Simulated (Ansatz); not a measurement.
# Ba$_{5}$Ti$_{4}$O$_{12}$: geometry relaxation (part 1 of 2)

Ba$_{5}$Ti$_{4}$O$_{12}$ (slab, 21 atoms in the cell), computed with DFT PBEsol, scalar-relativistic, plane waves, PAW, PAW set soft_1, no spin polarisation (Ansatz 0.2.0).

The structure derives from an entry of the Crystallography Open Database. The run did not end well. The input holds or restrains some coordinates. Forces given for the steps count only the free coordinates. It belongs to a series of runs on one base structure; here: start relaxed.

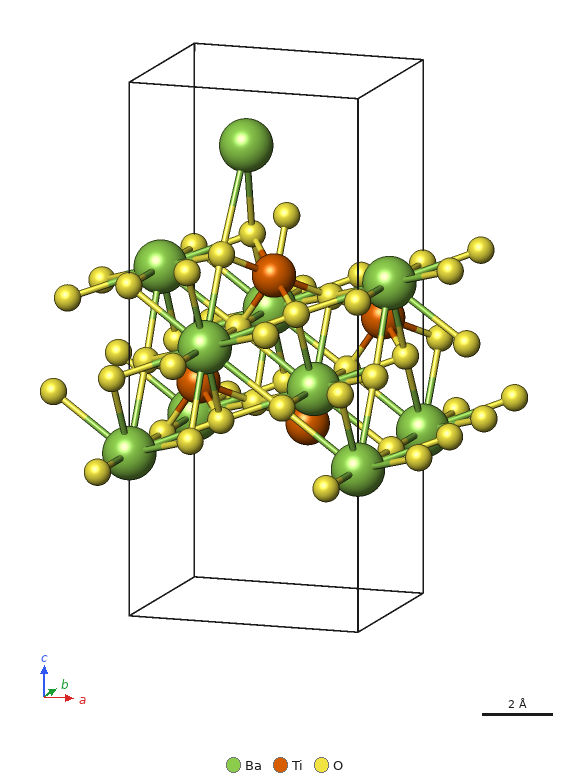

**Figure 1.** The starting structure (ball-and-stick view of the cell of the calculation, with the vacuum cut short, seen slightly off an axis; bonded neighbours outside the cell are drawn too). An atom can appear more than once, as a periodic image.

## Input file
```yaml
crystal:
  lattice:
    - [6.932723, 0.0, 0.0]
    - [0.0, 5.6946, 0.0]
    - [0.0, 0.0, 18.724816]
  atoms:
    - { symbol: Ba, position: [0.0, 0.0, 0.0534051] }
    - { symbol: Ti, position: [0.5, 0.983, 0.0534051] }
    - { symbol: O, position: [0.665021, 0.011, 0.1404543] }
    - { symbol: O, position: [0.9934448, 0.75157, 0.1850408] }
    - { symbol: O, position: [0.3365973, 0.75157, 0.0958677] }
    - { symbol: Ba, position: [0.665021, 0.5, 0.1404543] }
    - { symbol: Ti, position: [0.165021, 0.483, 0.1404543] }
    - { symbol: O, position: [0.0, 0.511, 0.0534051] }
    - { symbol: O, position: [0.3284238, 0.25157, 0.0979917] }
    - { symbol: O, position: [0.0016183, 0.25157, 0.1829168] }
    - { symbol: Ba, position: [0.3300421, 0.0, 0.2275034] }
    - { symbol: Ti, position: [0.8300421, 0.983, 0.2275034] }
    - { symbol: O, position: [0.9950631, 0.011, 0.3145526] }
    - { symbol: O, position: [0.3234869, 0.75157, 0.3591392] }
    - { symbol: O, position: [0.6666393, 0.75157, 0.269966] }
    - { symbol: Ba, position: [0.9950631, 0.5, 0.3145526] }
    - { symbol: Ti, position: [0.4950631, 0.483, 0.3145526] }
    - { symbol: O, position: [0.3300421, 0.511, 0.2275034] }
    - { symbol: O, position: [0.6584659, 0.25157, 0.27209] }
    - { symbol: O, position: [0.3316604, 0.25157, 0.3570152] }
    - { symbol: Ba, position: [0.3696822, 0.4971296, 0.5140139] }
basis:
  ecutwfc: 420.0
kpoints:
  mp_grid: { grid: [1, 2, 1] }
hamiltonian:
  xc: pbesol
  pseudopotentials: { kind: paw, azcp: { folder: soft_1 } }
scf:
  occupations: { method: fermi_dirac, width: 0.02 }
  lower_state_search: "off"
relax:
  f_tol: 0.08
  max_steps: 25
  adjacent_minimum: "off"
  constraints: [{ sites: [0, 1, 4, 7, 8] }]
```

Run as:
```bash
ansatz run input.yaml --threads 1 --pin off --max-ram 3072MiB --backend cpu --events-out ev --progress --plain --runs-dir out
```

## Output
```
Warning: [file] the record states the generating functional pbe (its physics header spells it `PBE`), which answers neither for hamiltonian.xc's functional nor for the pbesol family's — results may be inconsistent (PPs are generated against a specific XC)
Warning: [file] the record states the generating functional pbe (its physics header spells it `PBE`), which answers neither for hamiltonian.xc's functional nor for the pbesol family's — results may be inconsistent (PPs are generated against a specific XC)
Warning: [file] the record states the generating functional pbe (its physics header spells it `PBE`), which answers neither for hamiltonian.xc's functional nor for the pbesol family's — results may be inconsistent (PPs are generated against a specific XC)
Engine: ansatz 0.2.0, x86_64-unknown-linux-gnu
Pseudopotentials: kind: paw
Pseudopotential: Ba, paw, valence charge 10, recommended cutoff 420 eV (normal), [file]
Pseudopotential: Ti, paw, valence charge 12, recommended cutoff 420 eV (normal), [file]
Pseudopotential: O, paw, valence charge 6, recommended cutoff 420 eV (normal), [file]
Functional definition: PBEsol
  exchange = pbesol_x
  correlation = pbesol_c
Crystal: 21 atoms, lattice volume = 739.239 Å³
Basis set: ecut = 420 eV, 14459 PW (Γ), exchange–correlation on 96×80×256 points (8 copies of the dense FFT grid, shifted against one another)
Bands: 106, of which v1, the nominal top of the filled ones, is band 85 counted from 1 (84 counted from 0)
Symmetry: 1 space group operations
Space group: P1 (ITA 1), of the structure as read, at distance tolerance 9.0e-5 Å
k-points: 2
Non-local potential: Ba, projectors of the file, l = 0: 3, l = 1: 2, l = 2: 2, l = 3: 2
Non-local potential: Ti, projectors of the file, l = 0: 3, l = 1: 2, l = 2: 3, l = 3: 1
Non-local potential: O, projectors of the file, l = 0: 2, l = 1: 2, l = 2: 1
PAW form: soft (Blöchl's): semilocal exchange-correlation on the pseudo side does not see the compensation charge
PAW frozen core: Ba, regenerated for the run's functional, and the local potential with it (the file was generated under x = pbe(κ = 0.804, μ = 0.2195149727645171), c = pbe(β = 0.06672455060314922))
PAW frozen core: Ti, regenerated for the run's functional, and the local potential with it (the file was generated under x = pbe(κ = 0.804, μ = 0.2195149727645171), c = pbe(β = 0.06672455060314922))
PAW frozen core: O, regenerated for the run's functional, and the local potential with it (the file was generated under x = pbe(κ = 0.804, μ = 0.2195149727645171), c = pbe(β = 0.06672455060314922))
PAW one-centre angular grid: Ba, 194 points (default); XC on 64 Gauss nodes
PAW one-centre angular grid: Ti, 590 points (default); XC on 64 Gauss nodes
PAW one-centre angular grid: O, 110 points (default); XC on 64 Gauss nodes
Initial density: superposition of atomic densities (neutral atoms: chi_scale 0, normalization atom)
Initial wavefunctions: pseudopotential atomic-orbital guess
Functional: x = pbesol(κ = 0.804, μ = 0.12345679012345678), c = pbesol(β = 0.046)
SCF iter   1: F=—  HF=-45996.993167 eV  |F-HF|=—  |Δ(HF+E_count)|=         —  Δρ=1.09e-1  dr2=1.65e2  ethr=3.10e-3  ⟨swp⟩=10.0  Hψ=1033  notcnv=0  defer=6
preconditioner: auto → LDOS  [insulator: Δε(μ)=0.059 eV  Ē_g=10.370 eV  σ=0.020 eV  W_gap=0.63  n_scr=110 (ndim 8)  ℏωp=13.9 eV  f_vac=0.420  D(μ)=15.09/eV (n_scr^D=84)  ε∞_Penn≈2.8  β→1.0]
SCF iter   2: F=—  HF=-46427.411186 eV  |F-HF|=—  |Δ(HF+E_count)|=    4.30e2  Δρ=4.85e-1  dr2=2.03e4  ethr=3.10e-3  ⟨swp⟩=23.0  Hψ=4276  notcnv=0  defer=26  recentre
SCF iter   3: F=—  HF=-45987.346122 eV  |F-HF|=—  |Δ(HF+E_count)|=    4.40e2  Δρ=8.64e-2  dr2=1.22e2  ethr=3.10e-3  ⟨swp⟩=19.5  Hψ=2828  notcnv=0  defer=14
SCF iter   4: F=—  HF=-45974.144765 eV  |F-HF|=—  |Δ(HF+E_count)|=    1.32e1  Δρ=5.06e-2  dr2=6.00e1  ethr=3.10e-3  ⟨swp⟩=4.5  Hψ=417  notcnv=0  defer=26
SCF iter   5: F=—  HF=-45966.243750 eV  |F-HF|=—  |Δ(HF+E_count)|=    7.90e0  Δρ=2.30e-2  dr2=2.28e1  ethr=3.10e-3  ⟨swp⟩=6.0  Hψ=601  notcnv=0  defer=22
SCF iter   6: F=—  HF=-45963.999719 eV  |F-HF|=—  |Δ(HF+E_count)|=    2.24e0  Δρ=2.25e-2  dr2=2.32e1  ethr=3.10e-3  ⟨swp⟩=4.5  Hψ=443  notcnv=0  defer=23
SCF iter   7: F=—  HF=-45963.126821 eV  |F-HF|=—  |Δ(HF+E_count)|=   8.73e-1  Δρ=1.38e-2  dr2=1.63e1  ethr=3.10e-3  ⟨swp⟩=5.5  Hψ=465  notcnv=0  defer=23
SCF iter   8: F=—  HF=-45961.602630 eV  |F-HF|=—  |Δ(HF+E_count)|=    1.52e0  Δρ=1.26e-2  dr2=1.32e1  ethr=3.10e-3  ⟨swp⟩=8.0  Hψ=289  notcnv=0  defer=22
SCF iter   9: F=—  HF=-45960.835200 eV  |F-HF|=—  |Δ(HF+E_count)|=   7.67e-1  Δρ=1.00e-2  dr2=1.09e1  ethr=3.10e-3  ⟨swp⟩=4.0  Hψ=264  notcnv=0  defer=23
SCF iter  10: F=—  HF=-45959.697736 eV  |F-HF|=—  |Δ(HF+E_count)|=    1.14e0  Δρ=1.15e-2  dr2=3.66e0  ethr=3.10e-3  ⟨swp⟩=11.5  Hψ=916  notcnv=0  defer=22
SCF iter  11: F=—  HF=-45964.893795 eV  |F-HF|=—  |Δ(HF+E_count)|=    5.20e0  Δρ=6.77e-2  dr2=2.29e2  ethr=2.15e-3  ⟨swp⟩=20.0  Hψ=1834  notcnv=0  defer=22  recentre
SCF iter  12: F=—  HF=-45959.436316 eV  |F-HF|=—  |Δ(HF+E_count)|=    5.46e0  Δρ=1.80e-2  dr2=5.77e0  ethr=2.15e-3  ⟨swp⟩=13.5  Hψ=646  notcnv=0  defer=27
SCF iter  13: F=—  HF=-45959.275308 eV  |F-HF|=—  |Δ(HF+E_count)|=   1.61e-1  Δρ=1.38e-2  dr2=4.64e0  ethr=2.15e-3  ⟨swp⟩=5.0  Hψ=423  notcnv=0  defer=20
SCF iter  14: F=—  HF=-45959.262734 eV  |F-HF|=—  |Δ(HF+E_count)|=   1.26e-2  Δρ=7.50e-3  dr2=1.65e0  ethr=2.15e-3  ⟨swp⟩=2.0  Hψ=230  notcnv=0  defer=25
SCF iter  15: F=—  HF=-45959.453861 eV  |F-HF|=—  |Δ(HF+E_count)|=   1.91e-1  Δρ=1.30e-2  dr2=7.14e0  ethr=9.73e-4  ⟨swp⟩=3.5  Hψ=266  notcnv=0  defer=26  recentre
SCF iter  16: F=—  HF=-45959.328820 eV  |F-HF|=—  |Δ(HF+E_count)|=   1.25e-1  Δρ=1.07e-2  dr2=1.36e0  ethr=9.73e-4  ⟨swp⟩=3.5  Hψ=229  notcnv=0  defer=26
SCF iter  17: F=—  HF=-45959.263885 eV  |F-HF|=—  |Δ(HF+E_count)|=   6.49e-2  Δρ=5.40e-3  dr2=4.38e-1  ethr=7.99e-4  ⟨swp⟩=4.0  Hψ=238  notcnv=0  defer=26
SCF iter  18: F=—  HF=-45959.238525 eV  |F-HF|=—  |Δ(HF+E_count)|=   2.54e-2  Δρ=3.93e-3  dr2=2.85e-1  ethr=2.58e-4  ⟨swp⟩=4.0  Hψ=228  notcnv=0  defer=25
SCF iter  19: F=—  HF=-45959.227814 eV  |F-HF|=—  |Δ(HF+E_count)|=   1.07e-2  Δρ=4.03e-3  dr2=3.18e-1  ethr=1.68e-4  ⟨swp⟩=4.0  Hψ=277  notcnv=0  defer=26
SCF iter  20: F=—  HF=-45959.221092 eV  |F-HF|=—  |Δ(HF+E_count)|=   6.72e-3  Δρ=1.94e-3  dr2=6.68e-2  ethr=1.68e-4  ⟨swp⟩=2.5  Hψ=249  notcnv=0  defer=25
SCF iter  21: F=—  HF=-45959.220573 eV  |F-HF|=—  |Δ(HF+E_count)|=   5.19e-4  Δρ=1.56e-3  dr2=4.23e-2  ethr=3.93e-5  ⟨swp⟩=2.5  Hψ=280  notcnv=0  defer=25
SCF iter  22: F=—  HF=-45959.221484 eV  |F-HF|=—  |Δ(HF+E_count)|=   9.10e-4  Δρ=1.17e-3  dr2=2.43e-2  ethr=2.49e-5  ⟨swp⟩=2.5  Hψ=205  notcnv=0  defer=25
SCF iter  23: F=—  HF=-45959.221610 eV  |F-HF|=—  |Δ(HF+E_count)|=   1.26e-4  Δρ=7.75e-4  dr2=1.05e-2  ethr=1.43e-5  ⟨swp⟩=2.0  Hψ=213  notcnv=0  defer=25
SCF iter  24: F=—  HF=-45959.221566 eV  |F-HF|=—  |Δ(HF+E_count)|=   4.38e-5  Δρ=2.79e-4  dr2=1.17e-3  ethr=6.20e-6  ⟨swp⟩=2.0  Hψ=208  notcnv=0  defer=25
SCF iter  25: F=—  HF=-45959.221581 eV  |F-HF|=—  |Δ(HF+E_count)|=   1.48e-5  Δρ=1.62e-4  dr2=4.09e-4  ethr=6.87e-7  ⟨swp⟩=2.0  Hψ=295  notcnv=0  defer=25
SCF iter  26: F=—  HF=-45959.221583 eV  |F-HF|=—  |Δ(HF+E_count)|=   1.90e-6  Δρ=8.63e-5  dr2=1.29e-4  ethr=2.40e-7  ⟨swp⟩=2.0  Hψ=285  notcnv=0  defer=25
SCF iter  27: F=-45959.221520 eV  HF=-45959.221587 eV  |F-HF|=6.66e-5  |Δ(HF+E_count)|=   3.68e-6  Δρ=6.57e-5  dr2=7.98e-5  ethr=5.88e-8  ⟨swp⟩=4.0  Hψ=727  notcnv=0
SCF 1 converged in 27 iterations: F = -45959.221520 eV  dr2 = 7.98e-5
[...]
  greatest PAW one-centre occupation: 0.998 electrons in one spin orbital (limit 2), on the Ti atom at site 1 (counted from 0), in its partial waves of l = 0
relax step   1: F+E_penalty+E_count = -45959.22152007 eV  Δ(F+E_penalty+E_count) = +0.000e0 eV  max|allowed force component| = 5.379e0 eV/Å  Δτ_max = 0.0000 Å  (27 SCF iters, dr2 threshold 1.00e-4 eV, accepted)
Initial density: handed on by an earlier stage of this run
Initial wavefunctions: those handed on with the density
preconditioner: auto → Resta (q_TF=auto, 2.136 Å⁻¹)  ε∞=3.6  [insulator: Δε(μ)=0.262 eV  Ē_g=9.579 eV  σ=0.020 eV  W_gap=1.00  n_scr=110 (ndim 8)  ℏωp=15.5 eV  f_vac=0.501  D(μ)=0.14/eV (n_scr^D=0)  ε∞_Penn≈3.6  vacuum switching on, ρ_ref=6.7e-3 e/Å³]
preconditioner: auto → LDOS  [insulator: Δε(μ)=0.086 eV  Ē_g=9.518 eV  σ=0.020 eV  W_gap=0.79  n_scr=110 (ndim 8)  ℏωp=15.5 eV  f_vac=0.501  D(μ)=9.63/eV (n_scr^D=48)  ε∞_Penn≈3.6  β→1.0]
  greatest PAW one-centre occupation: 0.998 electrons in one spin orbital (limit 2), on the Ti atom at site 11 (counted from 0), in its partial waves of l = 0
relax step   2: F+E_penalty+E_count = -45962.17074279 eV  Δ(F+E_penalty+E_count) = -2.949e0 eV  max|allowed force component| = 4.363e0 eV/Å  Δτ_max = 0.1940 Å  (11 SCF iters, dr2 threshold 1.00e-4 eV, accepted)
preconditioner: auto → LDOS  [insulator: Δε(μ)=0.123 eV  Ē_g=9.822 eV  σ=0.020 eV  W_gap=0.91  n_scr=110 (ndim 8)  ℏωp=15.5 eV  f_vac=0.508  D(μ)=4.18/eV (n_scr^D=12)  ε∞_Penn≈3.5  β→1.0]
preconditioner: auto → Resta (q_TF=auto, 2.136 Å⁻¹)  ε∞=3.4  [insulator: Δε(μ)=0.248 eV  Ē_g=9.999 eV  σ=0.020 eV  W_gap=1.00  n_scr=110 (ndim 8)  ℏωp=15.5 eV  f_vac=0.508  D(μ)=0.21/eV (n_scr^D=0)  ε∞_Penn≈3.4  vacuum switching on, ρ_ref=7.3e-3 e/Å³  β→0.5]
relax step   3: F+E_penalty+E_count = -45964.08389315 eV  Δ(F+E_penalty+E_count) = -1.913e0 eV  max|allowed force component| = 2.638e0 eV/Å  Δτ_max = 0.1953 Å  (8 SCF iters, dr2 threshold 1.00e-4 eV, accepted)
preconditioner: auto → LDOS  [metal: Δε(μ)=0.043 eV  Ē_g=10.081 eV  σ=0.020 eV  W_gap=0.49  n_scr=110 (ndim 8)  ℏωp=15.5 eV  f_vac=0.511  D(μ)=19.03/eV (n_scr^D=118)  β→1.0]
relax step   4: F+E_penalty+E_count = -45965.04021791 eV  Δ(F+E_penalty+E_count) = -9.563e-1 eV  max|allowed force component| = 1.892e0 eV/Å  Δτ_max = 0.1951 Å  (10 SCF iters, dr2 threshold 1.00e-4 eV, accepted)
preconditioner: auto → LDOS  [insulator: Δε(μ)=0.044 eV  Ē_g=10.295 eV  σ=0.020 eV  W_gap=0.50  n_scr=110 (ndim 8)  ℏωp=15.5 eV  f_vac=0.514  D(μ)=18.73/eV (n_scr^D=110)  ε∞_Penn≈3.3  β→1.0]
relax step   5: F+E_penalty+E_count = -45965.52616117 eV  Δ(F+E_penalty+E_count) = -4.859e-1 eV  max|allowed force component| = 1.358e0 eV/Å  Δτ_max = 0.2000 Å  (11 SCF iters, dr2 threshold 1.00e-4 eV, accepted)
preconditioner: auto → LDOS  [insulator: Δε(μ)=0.055 eV  Ē_g=10.418 eV  σ=0.020 eV  W_gap=0.60  n_scr=110 (ndim 8)  ℏωp=15.5 eV  f_vac=0.516  D(μ)=16.00/eV (n_scr^D=96)  ε∞_Penn≈3.2  β→1.0]
relax step   6: F+E_penalty+E_count = -45965.78016466 eV  Δ(F+E_penalty+E_count) = -2.540e-1 eV  max|allowed force component| = 4.869e-1 eV/Å  Δτ_max = 0.2000 Å  (11 SCF iters, dr2 threshold 1.00e-4 eV, accepted)
preconditioner: auto → LDOS  [metal: Δε(μ)=0.023 eV  Ē_g=10.476 eV  σ=0.020 eV  W_gap=0.28  n_scr=110 (ndim 8)  ℏωp=15.5 eV  f_vac=0.517  D(μ)=23.10/eV (n_scr^D=166)  β→1.0]
relax step   7: F+E_penalty+E_count = -45965.87540383 eV  Δ(F+E_penalty+E_count) = -9.524e-2 eV  max|allowed force component| = 3.571e-1 eV/Å  Δτ_max = 0.1433 Å  (12 SCF iters, dr2 threshold 3.05e-5 eV, accepted)
preconditioner: auto → LDOS  [metal: Δε(μ)=0.041 eV  Ē_g=10.495 eV  σ=0.020 eV  W_gap=0.47  n_scr=110 (ndim 8)  ℏωp=15.5 eV  f_vac=0.517  D(μ)=19.46/eV (n_scr^D=118)  β→1.0]
relax step   8: F+E_penalty+E_count = -45965.89259683 eV  Δ(F+E_penalty+E_count) = -1.719e-2 eV  max|allowed force component| = 2.207e-1 eV/Å  Δτ_max = 0.0737 Å  (12 SCF iters, dr2 threshold 1.64e-5 eV, accepted)
preconditioner: auto → LDOS  [insulator: Δε(μ)=0.064 eV  Ē_g=10.498 eV  σ=0.020 eV  W_gap=0.67  n_scr=110 (ndim 8)  ℏωp=15.5 eV  f_vac=0.517  D(μ)=13.93/eV (n_scr^D=80)  ε∞_Penn≈3.2  β→1.0]
relax step   9: F+E_penalty+E_count = -45965.91276757 eV  Δ(F+E_penalty+E_count) = -2.017e-2 eV  max|allowed force component| = 1.742e-1 eV/Å  Δτ_max = 0.2000 Å  (10 SCF iters, dr2 threshold 1.86e-5 eV, accepted)
preconditioner: auto → LDOS  [metal: Δε(μ)=0.041 eV  Ē_g=10.511 eV  σ=0.020 eV  W_gap=0.47  n_scr=110 (ndim 8)  ℏωp=15.5 eV  f_vac=0.515  D(μ)=19.43/eV (n_scr^D=118)  β→1.0]
relax step  10: F+E_penalty+E_count = -45965.97140239 eV  Δ(F+E_penalty+E_count) = -5.863e-2 eV  max|allowed force component| = 3.107e-1 eV/Å  Δτ_max = 0.2000 Å  (10 SCF iters, dr2 threshold 1.16e-5 eV, accepted)
preconditioner: auto → LDOS  [metal: Δε(μ)=0.036 eV  Ē_g=10.510 eV  σ=0.020 eV  W_gap=0.43  n_scr=110 (ndim 8)  ℏωp=15.5 eV  f_vac=0.515  D(μ)=20.45/eV (n_scr^D=144)  β→1.0]
relax step  11: F+E_penalty+E_count = -45966.02397819 eV  Δ(F+E_penalty+E_count) = -5.258e-2 eV  max|allowed force component| = 6.021e-1 eV/Å  Δτ_max = 0.1962 Å  (10 SCF iters, dr2 threshold 6.02e-5 eV, accepted)
preconditioner: auto → LDOS  [insulator: Δε(μ)=0.048 eV  Ē_g=10.515 eV  σ=0.020 eV  W_gap=0.54  n_scr=110 (ndim 8)  ℏωp=15.5 eV  f_vac=0.515  D(μ)=17.77/eV (n_scr^D=106)  ε∞_Penn≈3.2  β→1.0]
relax step  12: F+E_penalty+E_count = -45966.10011886 eV  Δ(F+E_penalty+E_count) = -7.614e-2 eV  max|allowed force component| = 6.183e-1 eV/Å  Δτ_max = 0.2000 Å  (9 SCF iters, dr2 threshold 1.00e-4 eV, accepted)
preconditioner: auto → LDOS  [metal: Δε(μ)=0.040 eV  Ē_g=10.523 eV  σ=0.020 eV  W_gap=0.47  n_scr=110 (ndim 8)  ℏωp=15.5 eV  f_vac=0.516  D(μ)=19.57/eV (n_scr^D=118)  β→1.0]
relax step  13: F+E_penalty+E_count = -45966.19011286 eV  Δ(F+E_penalty+E_count) = -8.999e-2 eV  max|allowed force component| = 4.848e-1 eV/Å  Δτ_max = 0.1916 Å  (9 SCF iters, dr2 threshold 1.00e-4 eV, accepted)
preconditioner: auto → LDOS  [metal: Δε(μ)=0.027 eV  Ē_g=10.528 eV  σ=0.020 eV  W_gap=0.32  n_scr=110 (ndim 8)  ℏωp=15.5 eV  f_vac=0.517  D(μ)=22.43/eV (n_scr^D=156)  β→1.0]
relax step  14: F+E_penalty+E_count = -45966.28483086 eV  Δ(F+E_penalty+E_count) = -9.472e-2 eV  max|allowed force component| = 4.123e-1 eV/Å  Δτ_max = 0.1965 Å  (9 SCF iters, dr2 threshold 1.00e-4 eV, accepted)
preconditioner: auto → LDOS  [metal: Δε(μ)=0.029 eV  Ē_g=10.532 eV  σ=0.020 eV  W_gap=0.35  n_scr=110 (ndim 8)  ℏωp=15.5 eV  f_vac=0.518  D(μ)=21.91/eV (n_scr^D=156)  β→1.0]
relax step  15: F+E_penalty+E_count = -45966.37698546 eV  Δ(F+E_penalty+E_count) = -9.215e-2 eV  max|allowed force component| = 2.740e-1 eV/Å  Δτ_max = 0.1964 Å  (10 SCF iters, dr2 threshold 1.00e-4 eV, accepted)
preconditioner: auto → LDOS  [metal: Δε(μ)=0.017 eV  Ē_g=10.526 eV  σ=0.020 eV  W_gap=0.21  n_scr=110 (ndim 8)  ℏωp=15.5 eV  f_vac=0.519  D(μ)=23.92/eV (n_scr^D=178)  β→1.0]
relax step  16: F+E_penalty+E_count = -45966.44884987 eV  Δ(F+E_penalty+E_count) = -7.186e-2 eV  max|allowed force component| = 3.616e-1 eV/Å  Δτ_max = 0.1952 Å  (10 SCF iters, dr2 threshold 3.31e-5 eV, accepted)
preconditioner: auto → LDOS  [metal: Δε(μ)=0.024 eV  Ē_g=10.517 eV  σ=0.020 eV  W_gap=0.29  n_scr=110 (ndim 8)  ℏωp=15.5 eV  f_vac=0.520  D(μ)=23.03/eV (n_scr^D=166)  β→1.0]
relax step  17: F+E_penalty+E_count = -45966.53484573 eV  Δ(F+E_penalty+E_count) = -8.600e-2 eV  max|allowed force component| = 2.380e-1 eV/Å  Δτ_max = 0.1950 Å  (10 SCF iters, dr2 threshold 5.78e-5 eV, accepted)
preconditioner: auto → LDOS  [metal: Δε(μ)=0.021 eV  Ē_g=10.513 eV  σ=0.020 eV  W_gap=0.26  n_scr=110 (ndim 8)  ℏωp=15.5 eV  f_vac=0.520  D(μ)=23.55/eV (n_scr^D=170)  β→1.0]
relax step  18: F+E_penalty+E_count = -45966.59759251 eV  Δ(F+E_penalty+E_count) = -6.275e-2 eV  max|allowed force component| = 1.353e-1 eV/Å  Δτ_max = 0.2000 Å  (11 SCF iters, dr2 threshold 2.46e-5 eV, accepted)
preconditioner: auto → LDOS  [metal: Δε(μ)=0.004 eV  Ē_g=10.493 eV  σ=0.020 eV  W_gap=0.05  n_scr=110 (ndim 8)  ℏωp=15.5 eV  f_vac=0.520  D(μ)=25.46/eV (n_scr^D=202)  β→1.0]
```
